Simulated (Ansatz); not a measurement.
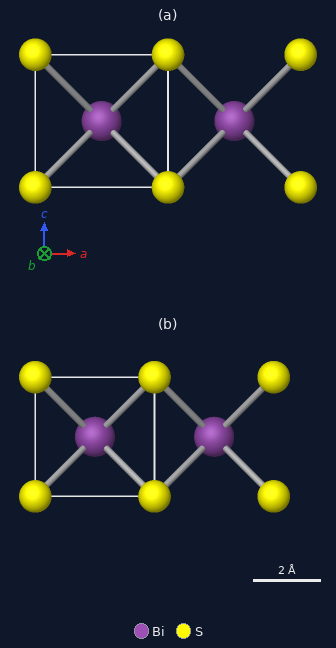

The structure of solid BiS (a generated structure, set up in Pm-3m) before (top) and after (bottom) a relaxation, at one scale.

Style: ball-and-stick. Shown: the cell of the calculation, repeated 2 × 1 × 1 with one cell outlined, along the b axis.

The run lets cell and atoms move.

Computed with Kohn-Sham DFT of a periodic cell, PBE, Ansatz PAW (Ansatz 0.2.0).

Input
```yaml
crystal:
  lattice:
    - [4.00294434, 0.0, 0.0]
    - [0.0, 4.00294434, 0.0]
    - [0.0, 0.0, 4.00294434]
  atoms:
    - { symbol: Bi, position: [0.5, 0.5, 0.5] }
    - { symbol: S, position: [0.0, 0.0, 0.0] }
hamiltonian:
  xc: pbe
  pseudopotentials: { kind: paw }
kpoints:
  mp_grid: { grid: [7, 7, 7] }
scf:
  occupations: { method: fermi_dirac, width: 0.05 }
output:
  forces: true
  stress: true
  eigenvalues: true
relax:
  f_tol: 0.01
  max_steps: 40
  cell: { stress_tol: 0.05 }
```

Command:
```bash
ansatz run input.yaml --threads 2 --pin off --max-ram 5632MiB --backend cpu --events-out ev --progress --plain --runs-dir out
```

Question: What changed between the two?

Answer: The atoms keep their places relative to the cell (all moves are under 0.005 Å). Cell: a = b = c 4.003 → 3.597 Å (−10.2 %). Volume −27.5 %. Among the contacts that change: Bi–S 3.467 → 3.115 Å. The space group stays Pm-3m (No. 221). After 4 accepted moves (5 points after the start) the energy has fallen by 409 meV per atom. All forces vanish by symmetry, so only the cell relaxes. The pressure goes from −10.93 to −0.01 GPa. The SCF was repeated once at an unchanged geometry on a basis and grid sized afresh for the cell, which shifted the energy by 0.8 meV per atom at most. The run took 4.1 s on 2 threads of Arm Neoverse V2, with other jobs on the host, peak memory 0.32 GiB.
